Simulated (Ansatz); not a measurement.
# A series of single points on CoSi

System: CoSi (P2₁3, 8 atoms in the cell).
Method: Kohn-Sham DFT of a periodic cell, PBE, Ansatz PAW large core, spin-polarised (Ansatz 0.2.0).

The 7 runs differ only in the geometry, by an even scaling of the cell at fixed fractional positions. The structure derives from an entry of the Crystallography Open Database.

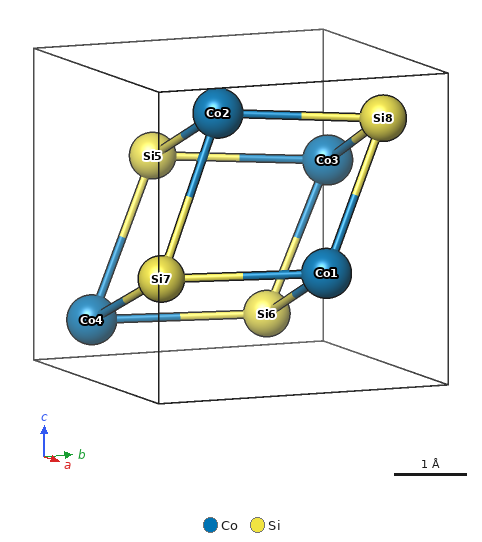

Figure 1. The structure of run 4 (ball-and-stick view of the cell of the calculation, seen slightly off an axis; atoms are numbered from 1 in the order of the input).

**Input of run 4**
```yaml
crystal:
  lattice:
    - [4.438, 0.0, 0.0]
    - [0.0, 4.438, 0.0]
    - [0.0, 0.0, 4.438]
  atoms:
    - { symbol: Co, position: [0.86, 0.64, 0.36], spin: 2.0 }
    - { symbol: Co, position: [0.64, 0.36, 0.86], spin: 2.0 }
    - { symbol: Co, position: [0.36, 0.86, 0.64], spin: 2.0 }
    - { symbol: Co, position: [0.14, 0.14, 0.14], spin: 2.0 }
    - { symbol: Si, position: [0.157, 0.343, 0.657] }
    - { symbol: Si, position: [0.343, 0.657, 0.157] }
    - { symbol: Si, position: [0.657, 0.157, 0.343] }
    - { symbol: Si, position: [0.843, 0.843, 0.843] }
hamiltonian:
  xc: pbe
  pseudopotentials: { kind: paw, core: large }
magnetization:
  spin_polarized: true
kpoints:
  mp_grid: { grid: [6, 6, 6] }
scf:
  occupations: { method: fermi_dirac, width: 0.05 }
output:
  forces: true
  stress: true
  eigenvalues: true
```

Command:
```bash
ansatz run input.yaml --threads 2 --pin off --max-ram 5120MiB --backend cpu --events-out ev --progress --plain --runs-dir out
```

Run 5 differs from it as follows:
```diff
-    - [4.438, 0.0, 0.0]
-    - [0.0, 4.438, 0.0]
-    - [0.0, 0.0, 4.438]
+    - [4.467391585, 0.0, 0.0]
+    - [0.0, 4.467391585, 0.0]
+    - [0.0, 0.0, 4.467391585]
```

**Results, with one run withheld**

```tsv
run	volume per atom (Å³)	free energy per atom, from the lowest run given (meV)	pressure (GPa)
1	10.271	29.48	15.57
2	10.489	12.34	9.69
3	10.708	2.77	4.43
4	10.926	0.00	−0.27
5	11.145	?	?
6	11.363	12.04	−8.24
7	11.582	25.61	−11.61
```

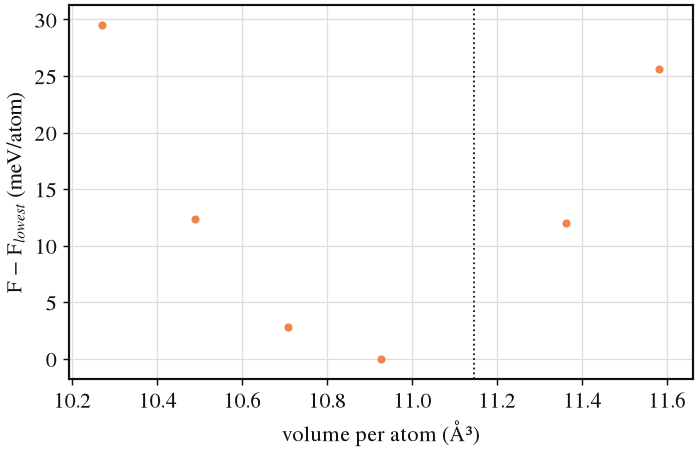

Figure 2. Free energy per atom of the runs given; the dotted line marks run 5.

Fit the runs given and predict run 5.

A cubic polynomial in V^(−2/3) (the Birch–Murnaghan form), fitted to the 6 runs given, misses them by at most 0.01 meV per atom. With x = V^(−2/3) − 0.20374 Å⁻², it reads F = 0.094275 + 395.43 x + 4.1554e+05 x² + 7.1191e+05 x³ (meV per atom). At run 5 it gives 3.33 meV per atom, and the run itself gives 3.30. The slope of the fit gives a pressure −dF/dV of −4.49 GPa there, and the run prints −4.48 GPa. The fit has its minimum at 10.912 Å³ per atom, where V d²F/dV² gives 224 GPa. Cell shape and fractional positions are held, so this is the stiffness under even scaling; the relaxed bulk modulus wasn't computed.

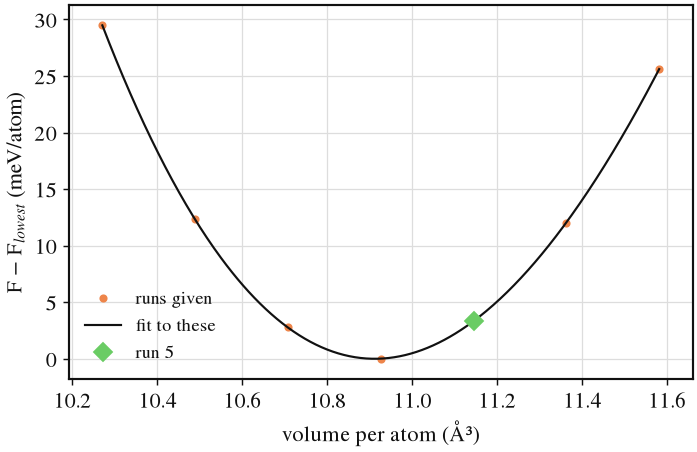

Figure 3. The fit and the withheld run.

**Output, shortened to warnings, some set-up lines, iterations and results (run 5)**
```
Warning: of Co, Si the run reads no dataset of the core that `hamiltonian.pseudopotentials.core` asks for: this build lists none beside the file that it uses, or the input names that file
WARN: the starting moments were not kept: the SCF closed with an absolute magnetisation of 3.0e-6 μB, where they sum to 8 μB in size (4 sites). That is at most 0.1 of that sum. Measured as dr2_m measures the in/out step, that magnetisation stands 2.8e-12 eV from none, at or under the dr2_threshold of 1.0e-7 eV: it is no larger than a step whose dr2_m would equal this threshold. The system may …
Basis set: ecut = 420 eV, 1743 PW (Γ), exchange–correlation on 60×60×60 points (8 copies of the dense FFT grid, shifted against one another)
Symmetry: 12 space group operations
k-points: 24 of 216 (time reversal used)
Initial density: superposition of atomic densities (chi_scale 0.1, normalization cell)
[...]
SCF iter   1: F=—  HF=-23049.092776 eV  |F-HF|=—  |Δ(HF+E_count)|=         —  Δρ=2.10e-1 (↑2.10e-1 ↓1.28e-1)  dr2=4.49e0  dr2_m=2.28e1  M=0.567 μB ∫|m|=1.316 μB  β_m=0.30  …
SCF iter   2: F=—  HF=-23047.091245 eV  |F-HF|=—  |Δ(HF+E_count)|=    2.00e0  Δρ=1.32e-1 (↑1.20e-1 ↓1.32e-1)  dr2=1.16e0  dr2_m=1.28e1  M=0.364 μB ∫|m|=0.992 μB  β_m=0.62  …
SCF iter   3: F=—  HF=-23054.071875 eV  |F-HF|=—  |Δ(HF+E_count)|=    6.98e0  Δρ=7.12e-2 (↑7.12e-2 ↓1.72e-2)  dr2=2.08e0  dr2_m=9.97e-1  M=0.085 μB ∫|m|=0.368 μB  β_m=0.61  …
SCF iter   4: F=—  HF=-23052.847122 eV  |F-HF|=—  |Δ(HF+E_count)|=    1.22e0  Δρ=1.68e-2 (↑1.52e-2 ↓1.68e-2)  dr2=1.09e0  dr2_m=1.98e-3  M=0.014 μB ∫|m|=0.103 μB  β_m=0.70  …
SCF iter   5: F=—  HF=-23052.632324 eV  |F-HF|=—  |Δ(HF+E_count)|=   2.15e-1  Δρ=8.28e-3 (↑8.28e-3 ↓4.93e-3)  dr2=6.62e-2  dr2_m=2.77e-3  M=0.010 μB ∫|m|=0.042 μB  β_m=0.85  …
SCF iter   6: F=—  HF=-23052.647762 eV  |F-HF|=—  |Δ(HF+E_count)|=   1.54e-2  Δρ=4.63e-3 (↑4.63e-3 ↓3.84e-3)  dr2=3.35e-2  dr2_m=1.35e-4  M=0.001 μB ∫|m|=0.010 μB  β_m=0.92  …
SCF iter   7: F=—  HF=-23052.648652 eV  |F-HF|=—  |Δ(HF+E_count)|=   8.90e-4  Δρ=6.25e-4 (↑6.25e-4 ↓4.66e-4)  dr2=6.21e-4  dr2_m=5.74e-6  M=0.000 μB ∫|m|=0.002 μB  β_m=0.96  …
SCF iter   8: F=—  HF=-23052.648729 eV  |F-HF|=—  |Δ(HF+E_count)|=   7.74e-5  Δρ=7.10e-5 (↑7.10e-5 ↓5.64e-5)  dr2=1.28e-5  dr2_m=1.32e-7  M=0.000 μB ∫|m|=0.000 μB  β_m=0.98  …
SCF iter   9: F=—  HF=-23052.648741 eV  |F-HF|=—  |Δ(HF+E_count)|=   1.21e-5  Δρ=4.19e-5 (↑4.13e-5 ↓4.19e-5)  dr2=2.97e-6  dr2_m=8.73e-10  M=0.000 μB ∫|m|=0.000 μB  β_m=0.95  …
SCF iter  10: F=—  HF=-23052.648741 eV  |F-HF|=—  |Δ(HF+E_count)|=   4.68e-7  Δρ=8.42e-6 (↑8.42e-6 ↓8.18e-6)  dr2=2.48e-7  dr2_m=5.18e-11  M=0.000 μB ∫|m|=0.000 μB  β_m=0.98  …
SCF iter  11: F=—  HF=-23052.648741 eV  |F-HF|=—  |Δ(HF+E_count)|=   2.45e-8  Δρ=2.53e-6 (↑2.53e-6 ↓1.65e-6)  dr2=9.09e-9  dr2_m=1.71e-10  M=-0.000 μB ∫|m|=0.000 μB  β_m=0.99 …
SCF iter  12: F=-23052.648741 eV  HF=-23052.648741 eV  |F-HF|=7.57e-10  |Δ(HF+E_count)|=   1.15e-9  Δρ=6.48e-7 (↑4.92e-7 ↓6.48e-7)  dr2=9.60e-10  dr2_m=5.41e-12  M=-0.000 μB …
SCF 1 converged in 12 iterations: F = -23052.648741 eV  dr2 = 9.60e-10
WARN: the starting moments were not kept: the SCF closed with an absolute magnetisation of 3.0e-6 μB, where they sum to 8 μB in size (4 sites). That is at most 0.1 of that sum. Measured as dr2_m measures the in/out step, that magnetisation stands 2.8e-12 eV from none, at or under the dr2_threshold …
SCF converged after 12 iterations
Magnetization: -0.0000 μB (42.0000 up, 42.0000 down)
Absolute magnetization: 0.0000 μB (∫|ρ↑−ρ↓|, with the PAW one-centre terms)
Spin contamination: 0.0000 ħ² per cell (⟨S²⟩ above its minimum at these occupations)
Per-site moments (μB) at R_I (Å): [(-4.678094126925359e-7, 0.9479709991744244), (-4.678094124079781e-7, 0.9479709991744244), (-4.678094123444573e-7, 0.9479709991744244), (-4.6780941230501624e-7, 0.9479709991744244), (9.243839301797091e-8, 0.9479709991744244), (9.243839314746667e-8, …
Free energy (F): -23052.648741 eV
Harris-Foulkes:  -23052.648741 eV  (|F-HF|=7.57e-10)
Internal energy: -23052.633697 eV  (E = F + TS)
E sigma→0 (E₀):  -23052.641219 eV
Entropy (-TS):   -0.015043 eV (-1.880 meV/atom)
Fermi energy:    16.263911 eV
--- Per-component energies (eV) ---
  E_band       = -981.460773
  E_kinetic    = 2005.014045
[...]
```

Notes on the run: some starting moments were not kept.
